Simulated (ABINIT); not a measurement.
KBr (Fm-3m): ε∞ against volume

The cell of KBr (Fm-3m) is scaled evenly and the response computed anew at each volume, on one mesh.

Cell: a, b, c = 4.667, 4.667, 4.667 Å (primitive vectors), 2 atoms.

Method: ABINIT 10.8.3, PBE, independent particles, k-mesh 9×9×9, Lorentzian half width 0.04 eV.

Launch of the response step: `optic optic.abi`. The series took 3.8 min in all, its band step included, on 4 threads of Arm Neoverse V2 (shared host).

```tsv
V/V₀	V (Å³, primitive cell)	ε∞
0.94	67.56	2.9003
0.97	69.72	2.8565
1.00	71.87	2.8152
1.03	74.03	?
1.06	76.19	2.7419
```

For small changes the quantity should be close to linear in ln V.

Working, on the rows shown:

| x = ln(V/V₀) | y = ε∞ |
| --- | --- |
| -0.0618754 | 2.9003 |
| -0.0304592 | 2.8565 |
| 0 | 2.8152 |
| 0.0582689 | 2.7419 |

Means: x̄ = -0.0085164, ȳ = 2.8285. Σ(x − x̄)(y − ȳ) = -0.01034, Σ(x − x̄)² = 0.007861. Slope = -0.01034 / 0.007861 = -1.316; intercept = ȳ − slope · x̄ = 2.8173. The line misses the rows shown by at most 0.0021.

**Question.** What does the fit predict for the withheld row, and how well does it do?

**Answer.** At x = 0.029559 the line gives y = 2.7784. The run gave 2.7787, so the interpolation is off by 0.00032, 0.2 % of the range in the table.

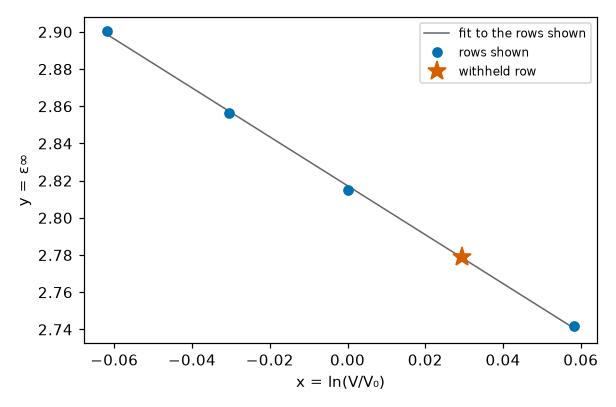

Between the rows on either side of x = 0 the slope is (2.7787 − 2.8565) / (0.029559 − (-0.030459)) = -1.296. So d ln ε∞/d ln V = -0.46 at V₀: ε∞ rises under slight compression. Fixed polarisabilities with Lorentz local fields (Clausius-Mossotti) would give −(ε − 1)(ε + 2)/3ε = -1.03, so the polarisability itself falls as the cell is compressed. Excitons are left out and so are local fields; PBE gaps are as a rule too small. The values come from a sum over the points of one k-mesh and carry its error, which grows as the direct gap shrinks. Spin-orbit coupling is left out.

[Logs are printed without paths, hosts, clocks, repeated set-up lines and the standing remarks that a program may print on its own settings, such as how far it seeks lower states.]
